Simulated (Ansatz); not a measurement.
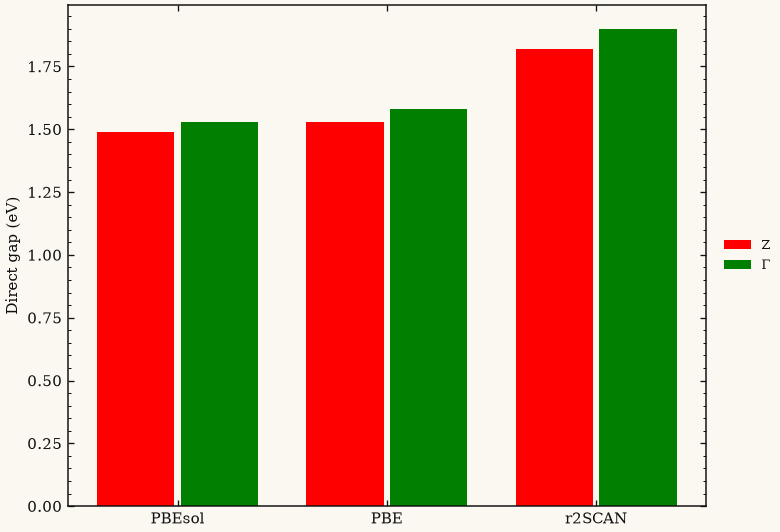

Direct gap at each named k point, by several methods on one cell of Ge, space group P4_32_12, 12 atoms in the cell; a = 5.930 Å, c = 6.980 Å (tetragonal axes). All runs are without spin-orbit coupling and carry no moments. The cell is at 4 GPa in PBE. The smallest gap is indirect or lies off these points.

| method | program | Z (eV) | Γ (eV) |
| --- | --- | --- | --- |
| PBEsol | Ansatz | 1.49 | 1.53 |
| PBE | Ansatz LAPW | 1.53 | 1.58 |
| r2SCAN | Ansatz | 1.82 | 1.90 |

Estimate the HSE06 values. It was run as: HSE06, Ansatz PAW, 4×4×4 k mesh, 420 eV cutoff, Fermi-Dirac smearing of 0.05 eV (Ansatz).

Exact exchange opens the gap over the semilocal values shown, the highest of which is 1.82 eV (r2SCAN) at Z. HSE06 gives 2.08 eV at Z and 2.10 eV at Γ, which is +0.55 eV from PBE at Z.

How do the methods rank at Z?

From low to high: PBEsol 1.49, PBE 1.53, r2SCAN 1.82, HSE06 2.08 eV. Too close to rank are PBEsol against PBE (different bases, potentials and cutoffs).

Settings. PBEsol: Ansatz PAW, 5×5×4 k mesh, 420 eV cutoff, Fermi-Dirac smearing of 0.05 eV (Ansatz 0.2.0). PBE: all-electron LAPW, 5×5×4 k mesh, Fermi-Dirac smearing of 0.05 eV (Ansatz). r2SCAN: Ansatz PAW, 5×5×4 k mesh, 500 eV cutoff, Fermi-Dirac smearing of 0.05 eV (Ansatz 0.2.0).

These are four of the 5 methods that were run on this cell. The runs come from different bases and meshes, which adds differences of its own. Spin-orbit coupling is left out, which matters for Ge. This isn't the form of Ge at room conditions, which is diamond. PBEsol, r2SCAN and HSE06: the PAW data sets were made with another functional. LDA, GGA and most meta-GGA functionals understate gaps. Over all k points computed the smallest gap is 0.41 eV in PBEsol, 0.70 eV in PBE (mesh alone), 0.77 eV in r2SCAN and 1.38 eV in HSE06 (mesh alone), and a mesh with an odd division can miss a smaller one.
